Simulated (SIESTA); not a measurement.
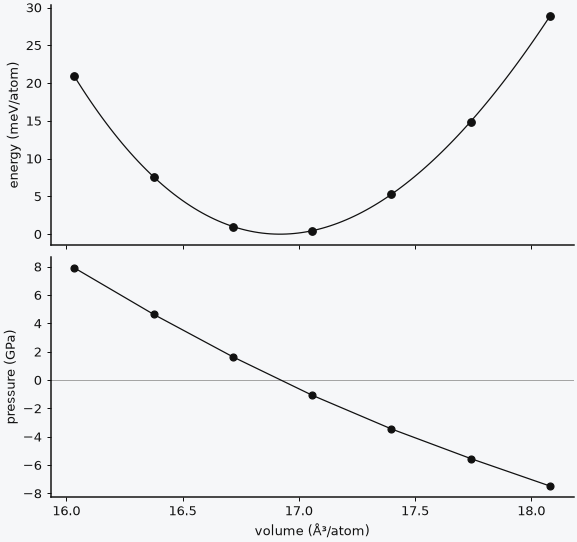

The figure shows the energy and pressure against volume for TiSe, space group P6_3/mmc (No. 194).

Cell as given: a = 3.559 Å, b = 3.559 Å, c = 6.220 Å, α = 90.00°, β = 90.00°, γ = 120.00°; 4 atoms.

Method: DFT in numerical atomic orbitals with pseudopotentials, no spin polarisation; energies at scaled volumes of the given cell, shape and fractions fixed, counted from the fit's minimum, third-order Birch-Murnaghan fit (SIESTA 5.4.2). Level: LDA.

k mesh 9×9×5; occupations Fermi–Dirac; smearing width 0.05 eV; potentials PseudoDojo 0.4 standard, converted to PSML, two zetas on semicore shells; program settings basis DZP, mesh cutoff 800 Ry.

Question: Give the fitted equation-of-state parameters.

Answer: A third-order Birch–Murnaghan fit gives V0 = 16.92 Å³/atom, B0 = 131 GPa and B′ = 4.5.

Question: Read off the course of the pressure.

Answer: It falls from 7.92 GPa at volume 16.03 Å³/atom to −7.48 GPa at 18.08 Å³/atom, and changes sign near 16.92 Å³/atom.

Keep in mind: mulliken charges of long orbitals; shape and atomic fractions are frozen while scaling, which makes layered, chain and framework solids too stiff.

The computed values:

```tsv
volume (Å³/atom)	energy (meV/atom)	pressure (GPa)
16.03	20.92	7.92
16.38	7.61	4.64
16.72	1.00	1.64
17.06	0.46	-1.07
17.40	5.29	-3.45
17.74	14.91	-5.54
18.08	28.88	-7.48
```
